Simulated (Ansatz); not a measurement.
# Polarity and tunnelling in Mg/AlN/Zr, part 2 of 6

Both polarities of the barrier in Mg/AlN/Zr, relaxed and compared. The lower electrode is Mg hcp(0001), the upper one Zr hcp(0001); the barrier is AlN zinc blende(111) (whole bilayers). In the first transport cell, after relaxation, the nearest pair of electrode and barrier is Mg–N at 2.43 Å, at a slant, at the lower face and Zr–Al at 3.28 Å, at a slant, at the upper one. All share a net of side 3.111 Å, which strains the lower electrode by -2.5 %, the upper one by -3.7 % and the barrier by +0.0 %, against typed lattice constants near PBE's. The first steps treat the bulk electrodes alone.

Ansatz 0.2.0; PBE DFT, plane waves, PAW files (the session's first sound run).

So far: The structure; The strained electrode, electrode Mg hcp(0001); Layer spacing of the electrode, electrode Zr hcp(0001).

**4. Relaxation, box 43.8 Å, polarity N face on the lower electrode**

System of this step: Mg/AlN/Zr. The cell holds 16 atoms: 4 Mg, 4 N, 4 Al and 4 Zr. Cell: a = 3.111 Å, b = 3.111 Å, c = 43.765 Å, α = 90.0°, β = 90.0°, γ = 120.0°. Vacuum lies along c.

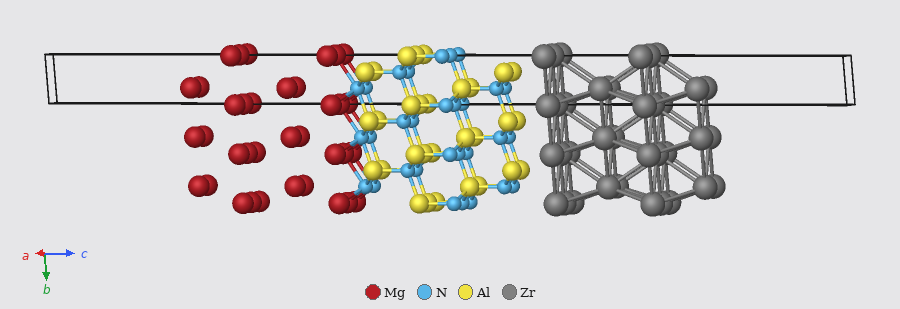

The cell of this step (magnesium red, nitrogen blue, aluminium yellow, zirconium grey). Bonds to atoms that aren't drawn are left out. 2×3×1 cells are drawn. Some periodic images of atoms are drawn too.

The starting distances are typed guesses, too rough for a quantity that is exponential in distance. A short slab in vacuum serves: only the barrier and the layers next to it are taken over, and later cells can add or drop layers in the barrier's middle. The dipole correction removes the field that unlike faces would set up across the vacuum.

input.yaml

```yaml
crystal:
  lattice:
    - [3.111, 0.0, 0.0]
    - [-1.5555, 2.6942050312, 0.0]
    - [0.0, 0.0, 43.7646296168]
  atoms:
    - { symbol: Mg, position: [0.33333333, 0.66666667, 0.1827960175] }
    - { symbol: Mg, position: [0.0, 0.0, 0.2431183702] }
    - { symbol: Mg, position: [0.33333333, 0.66666667, 0.3034407229] }
    - { symbol: Mg, position: [0.0, 0.0, 0.3637630755] }
    - { symbol: "N", position: [0.33333333, 0.66666667, 0.3915869116] }
    - { symbol: Al, position: [0.66666667, 0.33333333, 0.4060991755] }
    - { symbol: "N", position: [0.66666667, 0.33333333, 0.449635967] }
    - { symbol: Al, position: [0.0, 0.0, 0.4641482309] }
    - { symbol: "N", position: [0.0, 0.0, 0.5076850224] }
    - { symbol: Al, position: [0.33333333, 0.66666667, 0.5221972863] }
    - { symbol: "N", position: [0.33333333, 0.66666667, 0.5657340778] }
    - { symbol: Al, position: [0.66666667, 0.33333333, 0.5802463417] }
    - { symbol: Zr, position: [0.0, 0.0, 0.6354362528] }
    - { symbol: Zr, position: [0.33333333, 0.66666667, 0.696025496] }
    - { symbol: Zr, position: [0.0, 0.0, 0.7566147393] }
    - { symbol: Zr, position: [0.33333333, 0.66666667, 0.8172039825] }
kpoints:
  mp_grid: { grid: [8, 8, 1] }
scf:
  occupations: { method: fermi_dirac, width: 0.1 }
  max_iter: 150
hamiltonian:
  xc: pbe
efield:
  axis: 3
  dipole_correction: true
relax:
  f_tol: 0.04
  max_steps: 90
output:
  forces: true
```

Run with:

```bash
$ ansatz run input.yaml --threads 4 --pin off --max-ram 12288MiB --backend cpu --events-out ev --progress --plain --runs-dir out
```

Numbers of over 12 decimals in the logs are rounded to 6 here.

The program printed:

```text
[...]
Crystal: 16 atoms, lattice volume = 366.821 Å³
Basis set: ecut = 420 eV, 7131 PW (Γ), exchange–correlation on 48×48×600 points (8 copies of the dense FFT grid, shifted against one another)
Bands: 76, of which v1, the nominal top of the filled ones, is band 60 counted from 1 (59 counted from 0)
Symmetry: 6 space group operations
[...]
k-points: 10 of 64 (time reversal used)
[...]
SCF iter   1: F=—  HF=-28124.381985 eV  |F-HF|=—  |Δ(HF+E_count)|=         —  Δρ=8.81e-3  dr2=5.90e1  ethr=1.77e-3  p=-0.011 e·Å  D=-5.54e-3 V/Å  ΔV_dip=0.24 eV  dr2_dipole=5.50e1  V_vac-E_F(+/−)=4.30/4.06 eV  ⟨swp⟩=13.7  Hψ=4437  notcnv=0  defer=2
efield: sawtooth ramp at fractional position 0.9500 (placed from the atoms, in the widest stretch of the axis that holds none; the zero of the levels goes with the place), width 0.1000; the density the first Hamiltonian is built on has a dipole p = -0.011 e·Å; the dipole correction subtracts the counter field D = -5.54e-3 V/Å, which shifts the + side's vacuum level by +0.24 eV against the − side's; the planar-averaged density in the ramp window peaks in size at 1.6e-4 e/Å³
[...]
SCF iter   2: F=—  HF=-28124.359233 eV  |F-HF|=—  |Δ(HF+E_count)|=   2.28e-2  Δρ=9.39e-3  dr2=3.19e1  ethr=1.77e-3  p=-0.030 e·Å  D=-1.49e-2 V/Å  ΔV_dip=0.65 eV  dr2_dipole=1.69e1  V_vac-E_F(+/−)=4.40/3.75 eV  ⟨swp⟩=4.7  Hψ=1324  notcnv=0  defer=4
[...]
SCF iter   8: F=-28123.903017 eV  HF=-28123.903074 eV  |F-HF|=5.72e-5  |Δ(HF+E_count)|=   1.51e-6  Δρ=3.51e-5  dr2=2.96e-5  ethr=3.33e-8  p=-0.027 e·Å  D=-1.31e-2 V/Å  ΔV_dip=0.57 eV  dr2_dipole=2.98e-5  V_vac-E_F(+/−)=4.24/3.67 eV  ⟨swp⟩=4.0  Hψ=2625  notcnv=0
WARN: efield: at this solve's end the planar-averaged density reaches 3.33e-5 e/Å³ inside the ramp window [0.9272, 0.0728] (bound 1e-5 e/Å³); the window's nearer edge stands 4.81 Å from this solve's nearest atom along the axis. Its work functions, free energy, forces, stress, dipole, levels and responses can be off, and this figure does not tell by how much. A short vacuum, a low `basis.ecutwfc` or `basis.ecutrho_ratio` and negative occupations (`scf.occupations.method`) can put density there. See the manual's quickstart, § The vacuum guard
SCF 1 converged in 8 iterations: F = -28123.903017 eV  dr2 = 2.96e-5
[...]
relax step   1: F+E_penalty+E_count = -28123.90301664 eV  Δ(F+E_penalty+E_count) = +0.000e0 eV  max|allowed force component| = 3.442e0 eV/Å  Δτ_max = 0.0000 Å  (8 SCF iters, dr2 threshold 4.00e-5 eV, accepted)
[...]
SCF iter   1: F=—  HF=-28124.675769 eV  |F-HF|=—  |Δ(HF+E_count)|=         —  Δρ=6.47e-3  dr2=1.97e0  ethr=1.64e-3  p=-0.027 e·Å  D=-1.31e-2 V/Å  ΔV_dip=0.57 eV  dr2_dipole=5.09e-1  V_vac-E_F(+/−)=4.25/3.68 eV  ⟨swp⟩=1.0  Hψ=2926  notcnv=0  defer=3
efield: sawtooth ramp at fractional position 0.9500 (handed on by an earlier solve), width 0.1000; the density the first Hamiltonian is built on has a dipole p = -0.027 e·Å; the dipole correction subtracts the counter field D = -1.31e-2 V/Å, which shifts the + side's vacuum level by +0.57 eV against the − side's; the planar-averaged density in the ramp window peaks in size at 2.9e-5 e/Å³
[...]
SCF iter   2: F=—  HF=-28124.610955 eV  |F-HF|=—  |Δ(HF+E_count)|=   6.48e-2  Δρ=4.49e-3  dr2=4.41e-1  ethr=1.64e-3  p=-0.025 e·Å  D=-1.25e-2 V/Å  ΔV_dip=0.55 eV  dr2_dipole=3.54e-4  V_vac-E_F(+/−)=4.20/3.65 eV  ⟨swp⟩=2.2  Hψ=1093  notcnv=0  defer=3
[...]
SCF iter   7: F=-28124.560049 eV  HF=-28124.560067 eV  |F-HF|=1.81e-5  |Δ(HF+E_count)|=   6.39e-6  Δρ=3.13e-5  dr2=1.87e-5  ethr=8.33e-8  p=-0.028 e·Å  D=-1.36e-2 V/Å  ΔV_dip=0.60 eV  dr2_dipole=2.23e-6  V_vac-E_F(+/−)=4.25/3.65 eV  ⟨swp⟩=3.0  Hψ=2439  notcnv=0
[...]
SCF 2 converged in 7 iterations: F = -28124.560049 eV  dr2 = 1.87e-5
relax step   2: F+E_penalty+E_count = -28124.56004891 eV  Δ(F+E_penalty+E_count) = -6.570e-1 eV  max|allowed force component| = 1.951e0 eV/Å  Δτ_max = 0.1949 Å  (7 SCF iters, dr2 threshold 1.00e-4 eV, accepted)
SCF iter   1: F=—  HF=-28124.961688 eV  |F-HF|=—  |Δ(HF+E_count)|=         —  Δρ=7.70e-3  dr2=6.76e0  ethr=3.10e-3  p=-0.028 e·Å  D=-1.36e-2 V/Å  ΔV_dip=0.60 eV  dr2_dipole=1.05e0  V_vac-E_F(+/−)=4.29/3.69 eV  ⟨swp⟩=5.7  Hψ=2159  notcnv=0  defer=2
[...]
SCF iter   6: F=-28124.867146 eV  HF=-28124.867189 eV  |F-HF|=4.35e-5  |Δ(HF+E_count)|=   6.10e-5  Δρ=7.67e-5  dr2=4.84e-5  ethr=8.33e-8  p=-0.029 e·Å  D=-1.41e-2 V/Å  ΔV_dip=0.62 eV  dr2_dipole=1.38e-5  V_vac-E_F(+/−)=4.27/3.65 eV  ⟨swp⟩=3.3  Hψ=2836  notcnv=0
[...]
SCF 3 converged in 6 iterations: F = -28124.867146 eV  dr2 = 4.84e-5
[...]
relax step   3: F+E_penalty+E_count = -28124.86714563 eV  Δ(F+E_penalty+E_count) = -3.071e-1 eV  max|allowed force component| = 9.218e-1 eV/Å  Δτ_max = 0.2000 Å  (6 SCF iters, dr2 threshold 1.00e-4 eV, accepted)
[...]
relax step   4: F+E_penalty+E_count = -28124.96734241 eV  Δ(F+E_penalty+E_count) = -1.002e-1 eV  max|allowed force component| = 5.438e-1 eV/Å  Δτ_max = 0.2000 Å  (7 SCF iters, dr2 threshold 1.00e-4 eV, accepted)
[...]
relax step   5: F+E_penalty+E_count = -28124.97630681 eV  Δ(F+E_penalty+E_count) = -8.964e-3 eV  max|allowed force component| = 1.003e-1 eV/Å  Δτ_max = 0.0414 Å  (5 SCF iters, dr2 threshold 6.61e-5 eV, accepted)
SCF iter   1: F=—  HF=-28124.978711 eV  |F-HF|=—  |Δ(HF+E_count)|=         —  Δρ=7.64e-4  dr2=4.49e-2  ethr=2.24e-4  p=-0.028 e·Å  D=-1.37e-2 V/Å  ΔV_dip=0.60 eV  dr2_dipole=1.12e-2  V_vac-E_F(+/−)=4.26/3.66 eV  ⟨swp⟩=2.1  Hψ=1258  notcnv=0  defer=5
[...]
SCF iter   8: F=-28124.977274 eV  HF=-28124.977274 eV  |F-HF|=2.34e-8  |Δ(HF+E_count)|=   1.16e-8  Δρ=1.91e-6  dr2=4.04e-8  ethr=8.33e-11  p=-0.028 e·Å  D=-1.36e-2 V/Å  ΔV_dip=0.59 eV  dr2_dipole=6.04e-9  V_vac-E_F(+/−)=4.25/3.66 eV  ⟨swp⟩=4.8  Hψ=2413  notcnv=0
[...]
SCF 6 converged in 8 iterations: F = -28124.977274 eV  dr2 = 4.04e-8
relax step   6: F+E_penalty+E_count = -28124.97727401 eV  Δ(F+E_penalty+E_count) = -9.672e-4 eV  max|allowed force component| = 3.542e-2 eV/Å  Δτ_max = 0.0154 Å  (8 SCF iters, accepted)
SCF converged after 8 iterations
Free energy (F): -28124.977274 eV
[...]
Internal energy: -28124.732146 eV  (E = F + TS)
E sigma→0 (E₀):  -28124.854710 eV
Entropy (-TS):   -0.245128 eV (-15.321 meV/atom)
Fermi energy:    6.100882 eV
Dipole field:    D = -0.013499 V/Å  (p = -0.027364 e·Å, saw-weighted, corrected)
Work function:   Φ+ = 4.2461 eV   Φ− = 3.6561 eV
Levels:          The Fermi level and band energies are counted from a zero that moves with the ramp; work functions are not
Vacuum region:   at the solve's end the planar-averaged density reaches 6.84e-5 e/Å³ inside the ramp window [0.9272, 0.0728] (bound 1e-5 e/Å³)
[...]
--- Forces (eV/Å), atoms counted from 1 ---
  atom   1  Mg     0.00000000    -0.00000000    -0.00038689
  atom   2  Mg     0.00000000     0.00000000     0.00139688
  atom   3  Mg     0.00000000    -0.00000000     0.00024850
  atom   4  Mg    -0.00000000    -0.00000000    -0.01040154
  atom   5  N      0.00000000     0.00000000     0.02254271
  atom   6  Al     0.00000000     0.00000000    -0.00874624
  atom   7  N      0.00000000    -0.00000000     0.01142683
  atom   8  Al     0.00000000     0.00000000    -0.00420943
  atom   9  N      0.00000000    -0.00000000    -0.01885192
  atom  10  Al     0.00000000     0.00000000     0.01169892
  atom  11  N      0.00000000    -0.00000000    -0.03543039
  atom  12  Al     0.00000000     0.00000000     0.02843492
  atom  13  Zr    -0.00000000    -0.00000000     0.00029676
  atom  14  Zr     0.00000000     0.00000000     0.00069824
  atom  15  Zr     0.00000000    -0.00000000    -0.00067394
  atom  16  Zr     0.00000000     0.00000000     0.00186032
  max |Σ_I F_I| component: 9.63e-5 eV/Å
--- Relaxed structure (6 steps of the walk, 6 accepted, 0 SCFs on fresh bases) ---
  F+E_penalty+E_count = -28124.97727401 eV   max|allowed force component| = 3.542e-2 eV/Å
  atoms:
    - { symbol: Mg, position: [0.333333, 0.666667, 0.175605] }
    - { symbol: Mg, position: [1.4837016295013838e-17, -5.898059818321144e-17, 0.235955] }
    - { symbol: Mg, position: [0.333333, 0.666667, 0.294098] }
    - { symbol: Mg, position: [6.758555982261002e-18, -5.898059818321144e-17, 0.352120] }
    - { symbol: N, position: [0.333333, 0.666667, 0.389617] }
    - { symbol: Al, position: [0.666667, 0.333333, 0.406213] }
    - { symbol: N, position: [0.666667, 0.333333, 0.449197] }
    - { symbol: Al, position: [2.8212870390885245e-17, -5.898059818321144e-17, 0.464402] }
    - { symbol: N, position: [2.7311090265658926e-17, -5.898059818321144e-17, 0.507439] }
    - { symbol: Al, position: [0.333333, 0.666667, 0.522628] }
    - { symbol: N, position: [0.333333, 0.666667, 0.565735] }
    - { symbol: Al, position: [0.666667, 0.333333, 0.581928] }
    - { symbol: Zr, position: [4.441561759623641e-17, -5.898059818321144e-17, 0.644674] }
    - { symbol: Zr, position: [0.333333, 0.666667, 0.705096] }
    - { symbol: Zr, position: [4.5558539578874814e-17, -5.898059818321144e-17, 0.766486] }
    - { symbol: Zr, position: [0.333333, 0.666667, 0.824538] }
```

It took 36 s on 4 threads of Arm Neoverse V1, shared host; peak memory 0.98 GiB; 2.3 min of CPU time.

Step by step:

```csv
step,energy less that of the first step (eV),largest force component (eV/Å)
1,0.0000,3.4416
2,-0.6570,1.9506
3,-0.9641,0.9218
4,-1.0643,0.5438
5,-1.0733,0.1003
6,-1.0743,0.0354
```

The run keeps the 6 symmetry operations that it works with, so distortions that break them were not tested.

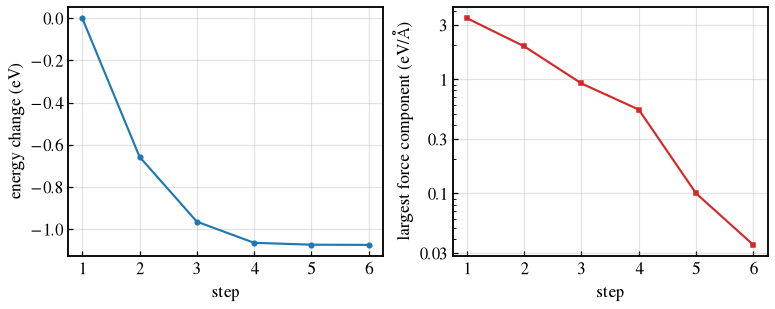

Energy and largest force along the relaxation.

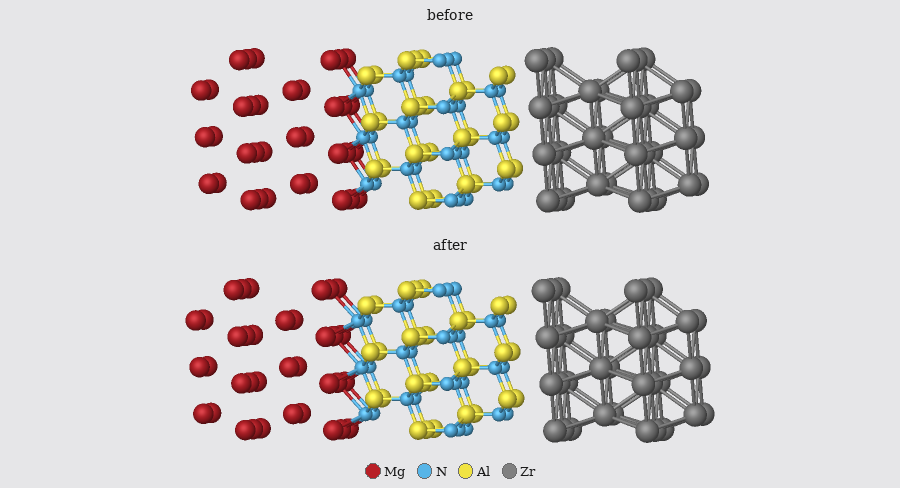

Before and after, at one scale. Bonds to atoms that aren't drawn are left out.

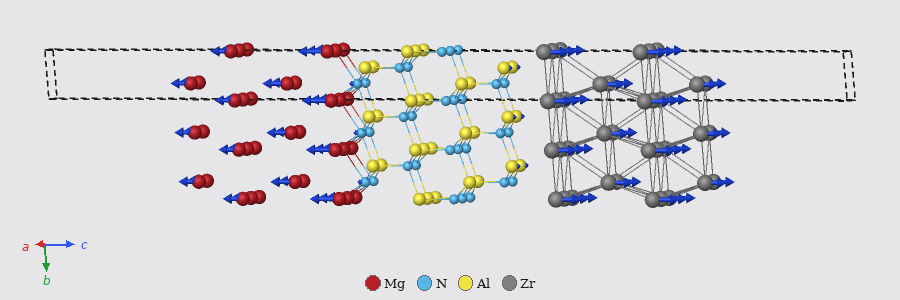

Displacements in the relaxation, exaggerated; the longest in the cell stands for 0.51 Å. Bonds to atoms that aren't drawn are left out. 2×3×1 cells are drawn. Some periodic images of atoms are drawn too.

The atoms that moved most (Å):

```csv
atom,dx,dy,dz,length
Mg4,0.000,0.000,-0.510,0.510
Zr15,0.000,0.000,0.432,0.432
Mg3,0.000,0.000,-0.409,0.409
Zr13,0.000,0.000,0.404,0.404
Zr14,0.000,0.000,0.397,0.397
Zr16,0.000,0.000,0.321,0.321
Mg1,0.000,0.000,-0.315,0.315
Mg2,0.000,0.000,-0.313,0.313
```

Numbers from this step:

| Quantity | Value |
| --- | --- |
| free energy | -28124.9773 eV |
| Fermi energy | 6.101 eV |

The largest force component on a free atom ends at 0.035 eV/Å. At one or more of this run's solves the program warned of density in the dipole ramp over its bound, where dipole, forces and levels can be off.

(Part 2 of 6 ends here.)

[Logs are printed without paths, hosts, clocks, repeated set-up lines and the standing remarks that a program may print on its own settings, such as how far it seeks lower states.]

[Hosts, paths, dates, database ids (printed as entryN), source tags and the programs' standing remarks are cut or masked in the printed files.]
